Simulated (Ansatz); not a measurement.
# Single-point calculation, with input and output: Li₂O (part 2 of 2)

Continued. System: Li₂O (slab, 48 atoms in the cell). Method: DFT PBE+D3(BJ), scalar-relativistic, plane waves, PAW, no spin polarisation (Ansatz 0.2.0); cutoff 420 eV, 3×2×1 k-mesh, Gaussian smearing of 0.05 eV. The structure derives from an entry of the Crystallography Open Database. It belongs to a series of runs on one base structure; here: the slab at its places in the relaxed adsorbed structure.

**The program's output, continued**
```
  k-point 0: bands = ["-46.1666", "-46.1519", "-46.1030", "-46.1000", "-46.0910", "-46.0870", "-46.0628", "-46.0560", "-46.0360", "-46.0255", "-46.0212", "-46.0138", "-45.7342", "-45.7305", "-45.7022", "-45.6990", "-45.5136", "-45.4930", "-45.4462", "-45.4424", "-45.4279", "-45.4253", "-45.3745", "-45.3598", "-45.3048", "-45.2761", "-45.2435", "-45.2343", "-45.2166", "-45.2087", "-45.1724", "-45.1485", "-18.3461", "-18.3123", "-18.2477", "-18.2349", "-18.1455", "-18.1356", "-18.0599", "-18.0477", "-17.5326", "-17.5256", "-17.3924", "-17.3852", "-17.3799", "-17.3786", "-17.3123", "-17.2980", "-5.4426", "-5.3662", "-5.2524", "-5.2027", "-4.9354", "-4.9129", "-4.7209", "-4.6359", "-4.6197", "-4.5391", "-4.3253", "-4.2535", "-4.1593", "-4.1304", "-4.1288", "-4.1042", "-4.0266", "-4.0233", "-4.0186", "-4.0148", "-3.9389", "-3.9342", "-3.8455", "-3.6671", "-3.6614", "-3.5803", "-3.4746", "-3.4349", "-3.4085", "-3.4049", "-3.3732", "-3.2527", "-3.2384", "-3.1456", "-3.0352", "-3.0328", "-2.9727", "-2.9716", "-2.9702", "-2.8853", "-2.8096", "-2.7639", "-2.7489", "-2.7421", "-2.7252", "-2.6851", "-2.6698", "-2.5895", "0.7349", "0.9277", "1.6833", "1.7861", "2.3396", "2.4671", "2.6131", "2.7402", "3.1183", "3.1937", "3.2171", "3.3222", "3.3571", "3.5019", "4.0646", "4.0823", "4.1270", "4.2903", "4.4241", "4.4575", "4.4827", "4.5045", "4.5590", "4.6469", "4.6766", "4.7134", "4.7194", "4.7652", "4.9035", "5.2604", "5.4527", "5.6630", "5.6805", "5.7991", "5.8517", "5.9735", "6.0270", "6.0877", "6.1232", "6.1597", "6.3457", "6.4511", "6.5732", "6.6486", "6.6742", "6.9279", "7.0622", "7.2297"]
  k-point 1: bands = ["-46.1478", "-46.1474", "-46.1338", "-46.1333", "-46.0601", "-46.0573", "-46.0554", "-46.0550", "-46.0443", "-46.0439", "-46.0208", "-46.0160", "-45.7320", "-45.7294", "-45.7031", "-45.7008", "-45.4961", "-45.4933", "-45.4722", "-45.4709", "-45.3987", "-45.3959", "-45.3784", "-45.3773", "-45.2865", "-45.2848", "-45.2581", "-45.2574", "-45.1925", "-45.1911", "-45.1676", "-45.1669", "-18.3304", "-18.3295", "-18.2421", "-18.2406", "-18.1417", "-18.1379", "-18.0559", "-18.0517", "-17.5323", "-17.5257", "-17.3895", "-17.3891", "-17.3792", "-17.3786", "-17.3055", "-17.3048", "-5.2151", "-5.2138", "-5.1354", "-5.1351", "-5.1098", "-5.1096", "-4.9478", "-4.9476", "-4.4627", "-4.4610", "-4.4532", "-4.4520", "-4.1405", "-4.1391", "-4.1141", "-4.1131", "-3.9498", "-3.9496", "-3.8688", "-3.8680", "-3.8346", "-3.8343", "-3.7494", "-3.7487", "-3.7284", "-3.7266", "-3.3772", "-3.3736", "-3.3527", "-3.3522", "-3.3459", "-3.3438", "-3.2469", "-3.2445", "-3.1787", "-3.1782", "-2.9204", "-2.9194", "-2.8712", "-2.8687", "-2.7926", "-2.7907", "-2.7625", "-2.7621", "-2.7051", "-2.7043", "-2.6711", "-2.6705", "1.1521", "1.1527", "1.2566", "1.2580", "2.7756", "2.7758", "2.8392", "2.8396", "3.4084", "3.4103", "3.4482", "3.4491", "3.5183", "3.5188", "3.6335", "3.6343", "3.8350", "3.8358", "4.0232", "4.0242", "4.2577", "4.2595", "4.8548", "4.8573", "4.8605", "4.8611", "4.9004", "4.9012", "4.9196", "4.9209", "5.4969", "5.4973", "5.9487", "5.9491", "6.2557", "6.2563", "6.2863", "6.2867", "6.3900", "6.3909", "6.4127", "6.4130", "6.4800", "6.4802", "6.6061", "6.6062", "6.8586", "6.8599"]
  k-point 2: bands = ["-46.1633", "-46.1552", "-46.1005", "-46.0972", "-46.0935", "-46.0898", "-46.0613", "-46.0573", "-46.0339", "-46.0276", "-46.0201", "-46.0147", "-45.7338", "-45.7309", "-45.7020", "-45.6993", "-45.5092", "-45.4985", "-45.4424", "-45.4388", "-45.4325", "-45.4298", "-45.3714", "-45.3636", "-45.3002", "-45.2797", "-45.2400", "-45.2305", "-45.2194", "-45.2116", "-45.1696", "-45.1506", "-18.3243", "-18.2949", "-18.2730", "-18.2528", "-18.1346", "-18.1279", "-18.0663", "-18.0588", "-17.5316", "-17.5246", "-17.3911", "-17.3864", "-17.3628", "-17.3597", "-17.3291", "-17.3188", "-5.1978", "-5.1548", "-5.1491", "-5.1145", "-4.8488", "-4.7829", "-4.7364", "-4.6578", "-4.4556", "-4.4047", "-4.4007", "-4.3313", "-4.3300", "-4.3080", "-4.3020", "-4.2925", "-4.0998", "-4.0251", "-4.0141", "-3.8929", "-3.8719", "-3.8666", "-3.7098", "-3.6622", "-3.6374", "-3.5354", "-3.4479", "-3.4058", "-3.3356", "-3.3315", "-3.3154", "-3.2667", "-3.2085", "-3.2055", "-3.1552", "-3.1337", "-3.0784", "-3.0760", "-3.0429", "-2.9928", "-2.9640", "-2.9506", "-2.8870", "-2.8437", "-2.8192", "-2.8085", "-2.7923", "-2.7418", "1.0789", "1.2018", "1.9161", "2.0139", "2.0322", "2.1860", "2.7445", "2.9326", "3.0394", "3.1919", "3.5088", "3.5344", "3.5895", "3.7003", "3.7639", "3.7788", "3.9361", "4.0235", "4.1703", "4.5039", "4.5274", "4.5617", "4.5840", "4.6026", "4.8414", "4.9525", "5.0304", "5.1037", "5.1068", "5.1919", "5.2341", "5.3124", "5.3939", "5.4483", "5.7370", "5.7854", "5.8253", "5.8448", "5.8787", "6.0521", "6.2122", "6.3745", "6.3998", "6.5115", "6.5374", "6.6024", "6.7114", "6.8333"]
  k-point 3: bands = ["-46.1447", "-46.1444", "-46.1369", "-46.1364", "-46.0598", "-46.0572", "-46.0531", "-46.0528", "-46.0466", "-46.0461", "-46.0208", "-46.0162", "-45.7320", "-45.7294", "-45.7032", "-45.7008", "-45.4932", "-45.4896", "-45.4767", "-45.4750", "-45.3966", "-45.3931", "-45.3817", "-45.3801", "-45.2824", "-45.2805", "-45.2612", "-45.2607", "-45.1896", "-45.1881", "-45.1699", "-45.1693", "-18.3105", "-18.3097", "-18.2639", "-18.2623", "-18.1331", "-18.1285", "-18.0649", "-18.0598", "-17.5314", "-17.5247", "-17.3890", "-17.3887", "-17.3616", "-17.3608", "-17.3243", "-17.3236", "-5.1244", "-5.1241", "-5.0054", "-5.0050", "-4.9011", "-4.9009", "-4.7708", "-4.7706", "-4.5794", "-4.5785", "-4.4422", "-4.4413", "-4.3975", "-4.3971", "-4.0785", "-4.0771", "-3.9686", "-3.9683", "-3.8725", "-3.8719", "-3.8241", "-3.8233", "-3.7244", "-3.7235", "-3.6272", "-3.6260", "-3.5575", "-3.5573", "-3.3383", "-3.3379", "-3.2836", "-3.2824", "-3.2243", "-3.2233", "-3.1639", "-3.1637", "-3.1155", "-3.1153", "-3.0056", "-3.0048", "-2.9030", "-2.9005", "-2.8496", "-2.8494", "-2.7896", "-2.7889", "-2.7763", "-2.7760", "1.4799", "1.4804", "1.5655", "1.5671", "2.3875", "2.3878", "2.4982", "2.4992", "3.1853", "3.1854", "3.3143", "3.3146", "3.9164", "3.9168", "4.1464", "4.1475", "4.2433", "4.2453", "4.3251", "4.3267", "4.3891", "4.3899", "4.4348", "4.4365", "4.5842", "4.5849", "5.0247", "5.0254", "5.0351", "5.0367", "5.2603", "5.2616", "5.5819", "5.5828", "5.8089", "5.8099", "5.8613", "5.8617", "6.0890", "6.0895", "6.2802", "6.2808", "6.3990", "6.4000", "6.5458", "6.5465", "6.8227", "6.8233"]
```

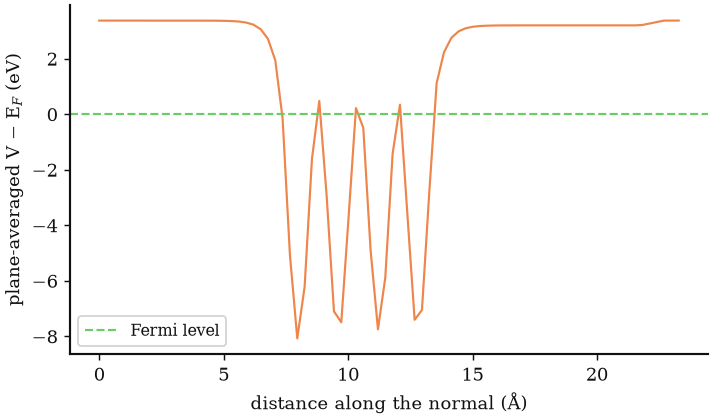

*Plane average of the electrostatic potential energy of an electron across the cell, from the Fermi level.*

The vacuum level lies 3.20 eV above the Fermi level on the upper side and 3.37 eV on the lower.

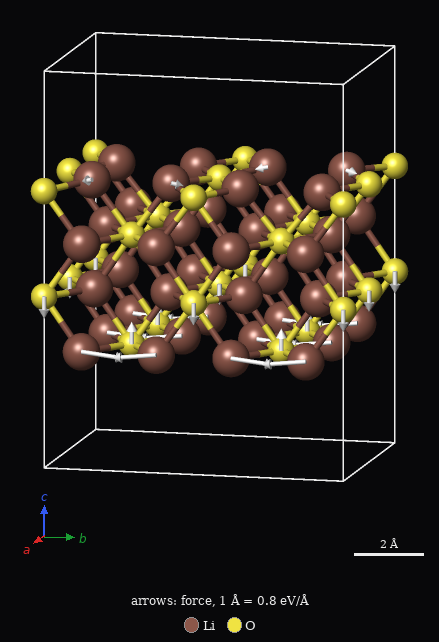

*Forces on the atoms as white arrows (ball-and-stick view of the cell of the calculation, with the vacuum cut short, seen slightly off an axis); the smallest are left out.*

The largest act on Li1, Li2, Li3, Li4, Li5, Li6 and 2 more (1.07 eV/Å); O23 (0.54 eV/Å); O11, O24 (0.53 eV/Å); O9, O10, O12 (0.53 eV/Å), among others. Atoms are counted from 1 in the order of the input and aren't labelled in the picture. The geometry is not a stationary point of this energy.

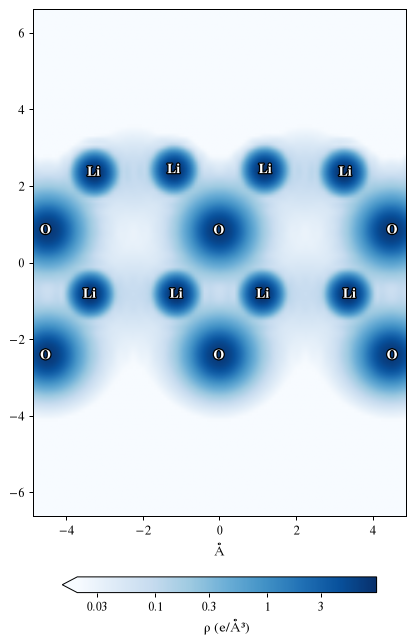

*Valence charge density (pseudo) on the (100) plane of the calculation cell, a cut from vacuum to vacuum.*

Atoms in the plane: O and Li. Li–O (1.96 Å): ρ is about 0.4 e/Å³ halfway. Li–O (1.96 Å): ρ at the midpoint is about 0.4 e/Å³. Li–O (2.02 Å): ρ at the midpoint is about 0.35 e/Å³. The density dies away to nearly zero in the vacuum. In a PAW calculation such maps are meaningful between the atoms, not at the nuclei.

**Results in brief**

- outcome: converged
- electrons treated: 192
- free energy: −15679.2496 eV
- work function, top face: 3.20 eV
- work function, bottom face: 3.37 eV
- Fermi energy: −0.927 eV
- gap on the k-point mesh: 3.32 eV
- work function (upper face): 3.20 eV
- largest force (length of the vector): 1.075 eV/Å
- wall time: 43 s (CPU time 2.2 min)
- peak memory: 3 GiB
